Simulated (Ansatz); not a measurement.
Run report: C48H, single-point calculation (part 2 of 2)

Continued. System: C48H (defect cell, 49 atoms in the cell). Method: DFT PBE, scalar-relativistic, plane waves, PAW, spin-polarised (Ansatz 0.2.0); cutoff 420 eV, 2×2×2 k-mesh, Gaussian smearing of 0.05 eV, collinear spins. The structure derives from an entry of the Crystallography Open Database.

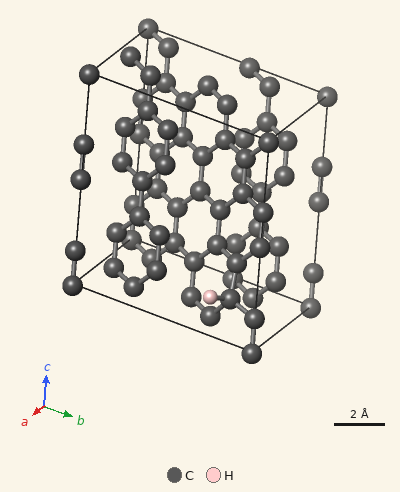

**Figure 1.** The structure (ball-and-stick view of the cell of the calculation, seen slightly off an axis). An atom can appear more than once, as a periodic image.

### The program's output, continued
```
--- Forces (eV/Å), atoms counted from 1 ---
  atom   1  C     -0.00314202     0.00347256    -0.00240537
  atom   2  C      0.00791672     0.00725874    -0.00397836
  atom   3  C     -0.00544146     0.00862733    -0.00213403
  atom   4  C      0.00058132     0.01082560    -0.00092305
  atom   5  C      0.00343902     0.00623878    -0.00219445
  atom   6  C      0.00000376    -0.00021847    -0.00101900
  atom   7  C      0.00446364     0.01150038    -0.00361921
  atom   8  C      0.00385892     0.00477768    -0.00100867
  atom   9  C      0.00995985     0.00643967    -0.00361069
  atom  10  C      0.00028916     0.01642576    -0.00514042
  atom  11  C      0.00479626     0.00292107    -0.00198492
  atom  12  C      0.02866130     0.03392533    -0.03168149
  atom  13  C     -0.00808588    -0.01983619    -0.00020874
  atom  14  C     -0.01390767    -0.01413239    -0.00010632
  atom  15  C     -0.00627649    -0.00135139     0.00113623
  atom  16  C     -0.00855227    -0.00261297     0.00068050
  atom  17  C     -0.00038671    -0.01933473     0.00084812
  atom  18  C      0.00580590    -0.01955053     0.00187334
  atom  19  C     -0.01279151    -0.00770327     0.00055884
  atom  20  C     -0.00771251    -0.00761616     0.00167533
  atom  21  C     -0.00353151     0.00522314     0.00063549
  atom  22  C     -0.00069279     0.00144976    -0.00001503
  atom  23  C      0.01357428    -0.01455891    -0.01200983
  atom  24  C      0.00793049    -0.01576615     0.00236209
  atom  25  C     -0.00810714    -0.00157568    -0.00126056
  atom  26  C      0.00278195    -0.01038654     0.00132180
  atom  27  C     -0.00438758    -0.01098165    -0.00193831
  atom  28  C     -0.00105393    -0.00810625     0.00092135
  atom  29  C     -0.00622456    -0.01454083    -0.00083320
  atom  30  C     -0.00534296    -0.01164554     0.00209965
  atom  31  C     -0.00262996    -0.00602294    -0.00311620
  atom  32  C     -0.00563391    -0.00394185     0.00083327
  atom  33  C     -0.02379984    -0.02424714     0.00687932
  atom  34  C     -0.00306557    -0.00817896     0.00094349
  atom  35  C     -0.00752997    -0.01001755    -0.00287173
  atom  36  C     -0.00395229    -0.01049298     0.00295304
  atom  37  C      0.00726835     0.00540987     0.00245257
  atom  38  C     -0.00667794    -0.00468353     0.00081826
  atom  39  C      0.01486900     0.01723352    -0.00010752
  atom  40  C      0.01328375     0.01635024    -0.00027805
  atom  41  C     -0.00089536     0.01283222     0.00110252
  atom  42  C     -0.00385502     0.01517389     0.00092110
  atom  43  C      0.00979873     0.00299993     0.00169225
  atom  44  C      0.00899329     0.00208176     0.00157145
  atom  45  C      0.01146101     0.01895791     0.00420482
  atom  46  C      0.01103969     0.01371073     0.00108940
  atom  47  C      0.00069107     0.01840294     0.00056865
  atom  48  C     -0.00949462     0.01467993     0.00134016
  atom  49  H     -0.00829642    -0.00941582     0.04095977
  max |Σ_I F_I| component: 2.32e-6 eV/Å
--- Band table (eV; the first three rows and the last of 16) ---
  k-point 0 ↑: bands = ["-12.7874", "-12.4565", "-10.9800", "-10.8164", "-10.7806", "-10.7292", "-10.6963", "-10.6734", "-10.6343", "-10.6146", "-10.5884", "-10.5837", "-10.5246", "-10.5182", "-7.5732", "-7.4656", "-7.4542", "-7.3278", "-7.3225", "-7.3143", "-6.5430", "-6.3637", "-6.3603", "-6.2738", "-6.2712", "-6.2519", "-5.9004", "-5.8262", "-5.7543", "-5.7527", "-5.6553", "-5.6546", "-5.6003", "-5.5914", "-3.6888", "-3.6870", "-3.5789", "-3.5771", "-2.1436", "-1.1857", "-0.9994", "-0.9966", "-0.9212", "-0.8917", "-0.8902", "-0.8297", "-0.8263", "-0.8237", "-0.8137", "-0.8106", "-0.8058", "-0.2342", "0.3001", "0.3326", "0.3460", "0.3646", "0.4317", "0.4372", "0.4418", "0.4687", "0.4767", "0.5109", "0.5195", "0.5219", "0.5252", "0.5462", "0.5496", "0.5510", "0.5558", "0.5602", "0.5605", "0.8147", "1.0391", "1.4730", "1.4928", "1.4993", "1.5161", "1.5767", "1.6341", "1.6378", "2.3695", "2.4590", "3.5488", "3.7804", "3.7835", "3.9075", "3.9138", "4.2591", "4.4592", "4.5168", "4.5473", "4.7171", "5.5352", "6.2931", "6.6685", "6.6838", "6.8995", "6.9138", "7.1487", "7.5674", "8.0580", "8.3980", "8.4720", "8.5284", "8.5349", "8.9343", "10.4717", "11.4786", "12.9508", "13.0340", "13.0933", "13.1554", "13.1898", "13.2116", "13.2219"]
  k-point 1 ↑: bands = ["-12.3595", "-12.2293", "-11.9966", "-11.9426", "-11.2583", "-11.2013", "-11.0948", "-11.0804", "-9.4363", "-9.3644", "-9.3046", "-9.2602", "-9.2060", "-9.1925", "-9.1811", "-9.1779", "-8.4973", "-8.4422", "-8.2209", "-8.2105", "-7.1506", "-7.0175", "-6.9099", "-6.8776", "-6.0686", "-5.9513", "-5.8807", "-5.8380", "-4.1140", "-3.8551", "-3.7735", "-3.7440", "-3.6969", "-3.6904", "-3.6784", "-3.6760", "-3.6732", "-3.6718", "-3.5728", "-3.5724", "-2.1507", "-2.1096", "-1.9858", "-1.9807", "-1.7287", "-1.4525", "-1.3165", "-1.2751", "-1.2370", "-0.9538", "-0.6509", "-0.5730", "-0.4820", "-0.4740", "0.0640", "0.2033", "0.2581", "0.2916", "0.3363", "0.3679", "0.3693", "0.3942", "0.3968", "0.8551", "0.8634", "0.9339", "0.9648", "1.0466", "1.7264", "1.7964", "1.8985", "1.9031", "1.9255", "2.0629", "2.2069", "2.2134", "2.2386", "2.6990", "2.8108", "2.8850", "2.9142", "3.0165", "3.0515", "3.0654", "3.0737", "3.1574", "3.1577", "3.1682", "3.4248", "3.4928", "4.3785", "4.7711", "4.7976", "4.8521", "5.2390", "5.3453", "7.1717", "8.3077", "8.4074", "8.6221", "8.8646", "9.3840", "9.6655", "9.9271", "10.0962", "10.4755", "10.5162", "10.5315", "10.5354", "10.5689", "10.5977", "10.6180", "11.4389", "11.6874", "13.0834"]
  k-point 2 ↑: bands = ["-12.3264", "-12.2012", "-12.0158", "-11.9949", "-11.2964", "-11.2515", "-11.0433", "-11.0337", "-9.4648", "-9.3924", "-9.3469", "-9.3064", "-9.1603", "-9.1543", "-9.1530", "-9.1329", "-8.4753", "-8.4186", "-8.2440", "-8.2388", "-7.1357", "-7.0035", "-6.9157", "-6.8928", "-6.0676", "-5.9465", "-5.8854", "-5.8552", "-4.1155", "-3.8633", "-3.7944", "-3.7687", "-3.7006", "-3.6963", "-3.6619", "-3.6593", "-3.6489", "-3.6439", "-3.5791", "-3.5777", "-2.1426", "-2.1072", "-1.9912", "-1.9862", "-1.6467", "-1.4460", "-1.2969", "-1.2664", "-1.2431", "-0.7420", "-0.6273", "-0.5777", "-0.4740", "-0.4648", "-0.0820", "0.1998", "0.2097", "0.2874", "0.3031", "0.3749", "0.3778", "0.3919", "0.3952", "0.4610", "0.4879", "0.5387", "1.2909", "1.6180", "1.7232", "1.7899", "1.9019", "1.9054", "1.9322", "2.0584", "2.1867", "2.2129", "2.2345", "2.5299", "2.5927", "2.6189", "2.7837", "2.8304", "2.8876", "2.9088", "3.1907", "3.6036", "3.6142", "3.6637", "3.6773", "3.6861", "4.4162", "4.6273", "4.7286", "4.9522", "5.1373", "5.1813", "7.1707", "8.3455", "8.4012", "8.4369", "8.8625", "9.5336", "9.6704", "9.7578", "10.0221", "10.2044", "10.2332", "10.2736", "10.6205", "10.8910", "10.9018", "10.9239", "11.9661", "12.3493", "13.0403"]
  k-point 7 ↓: bands = ["-12.2844", "-12.1406", "-12.0659", "-12.0215", "-11.3240", "-11.2727", "-10.9981", "-10.9864", "-9.4869", "-9.4089", "-9.3621", "-9.3328", "-9.1242", "-9.1131", "-9.1035", "-9.0972", "-8.4449", "-8.3822", "-8.2637", "-8.2579", "-7.1283", "-6.9959", "-6.9038", "-6.8708", "-6.0727", "-5.9488", "-5.8828", "-5.8436", "-4.1182", "-3.8715", "-3.8039", "-3.7815", "-3.6988", "-3.6878", "-3.6355", "-3.6332", "-3.6268", "-3.6224", "-3.5662", "-3.5651", "-2.1398", "-2.1075", "-1.9837", "-1.9807", "-1.5711", "-1.4378", "-1.2849", "-1.2529", "-1.2113", "-0.6081", "-0.5334", "-0.4498", "-0.4457", "-0.1961", "-0.1793", "-0.0356", "0.1172", "0.1386", "0.2079", "0.2842", "0.2882", "0.3508", "0.3809", "0.3960", "0.4102", "0.4116", "1.4135", "1.7203", "1.7869", "1.9107", "1.9135", "1.9391", "2.0092", "2.0563", "2.1793", "2.2172", "2.2481", "2.3959", "2.4294", "2.4525", "2.7698", "2.8285", "2.8922", "2.9207", "3.3636", "3.8760", "3.8971", "3.9410", "3.9918", "4.0912", "4.1667", "4.2155", "4.7341", "5.0887", "5.1279", "5.2072", "7.1150", "8.3036", "8.3206", "8.3986", "8.8326", "9.6238", "9.7031", "9.7383", "9.9721", "10.1382", "10.1705", "10.1907", "10.8377", "11.0466", "11.0804", "11.0897", "12.2144", "12.8278", "13.2681"]
--- Löwdin populations: 49 sites ---
  site symbol       q [e]    m [muB]
     0      C      3.9748    -0.0013
     1      C      3.9755    -0.0012
     2      C      3.9751    -0.0010
     3      C      3.9641    -0.0014
     4      C      3.9607    -0.0012
     5      C      3.9600    -0.0011
     6      C      3.9743    -0.0016
     7      C      3.9642    -0.0014
     8      C      3.9745    -0.0014
     9      C      3.9751    -0.0015
    10      C      3.9614    -0.0012
    11      C      4.0961    -0.0006
    12      C      3.9699    -0.0226
    13      C      3.9696    -0.0226
    14      C      3.9662    -0.0238
    15      C      3.9699    -0.0236
    16      C      3.9659    -0.0148
    17      C      3.9656    -0.0146
    18      C      3.9659    -0.0227
    19      C      3.9672    -0.0222
    20      C      3.9681    -0.0234
    21      C      3.9682    -0.0234
    22      C      3.9936    -0.0133
    23      C      3.9712    -0.0148
    24      C      3.9717     0.0025
    25      C      3.9338     0.0018
    26      C      3.9603     0.0031
    27      C      3.9718     0.0040
    28      C      3.9717     0.0040
    29      C      3.9719     0.0040
    30      C      3.9649     0.0039
    31      C      3.9710     0.0025
    32      C      3.9378     0.0046
    33      C      3.9723     0.0041
    34      C      3.9630     0.0039
    35      C      3.9368     0.0042
    36      C      3.9738     0.0447
    37      C      3.9845     0.0447
    38      C      3.9710     0.0450
    39      C      3.9725     0.0458
    40      C      3.9714     0.0452
    41      C      3.9712     0.0455
    42      C      3.9711     0.0448
    43      C      3.9714     0.0441
    44      C      3.9790     0.0450
    45      C      3.9721     0.0447
    46      C      3.9821     0.0451
    47      C      3.9740     0.0457
    48      H      0.7167    -0.0000
  spilling = 0.008628 (of n_electrons = 193.000000)
--- Band densities, each state counted as filled ---
  window                                       electrons  max residual (eV)  cut levels
  e_range: [-0.25, 0.25]             2.000000 + 2.125000             9.6e-5           0
  e_range: [-1.2, 0]                 1.375000 + 1.000000             1.5e-6           0
  e_range: [0, 1.2]                  1.625000 + 2.000000             1.6e-4           0
```

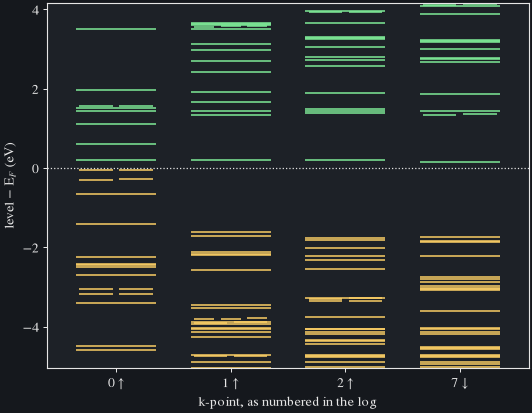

**Figure 2.** Kohn–Sham levels near the Fermi level (dotted) at the few k-points that the log prints; levels within 0.02 eV of each other stand side by side. The system is metallic on the full mesh.

### Results in brief

| quantity | value |
| --- | --- |
| outcome | converged |
| electrons treated | 193 |
| free energy | −12058.3138 eV |
| Fermi energy | 6.959 eV |
| gap on the k-point mesh | none (metallic) |
| net moment of the cell | 0.33 μB |
| integrated absolute moment | 0.69 μB |
| largest force (length of the vector) | 0.055 eV/Å |
| hardware | 4 threads of Arm Neoverse V2, 24 GiB of memory available, shared host |
| wall time | 20 s (CPU time 78 s) |
| peak memory | 1.7 GiB |

Notes on the run: the state was not tested for a lower one.
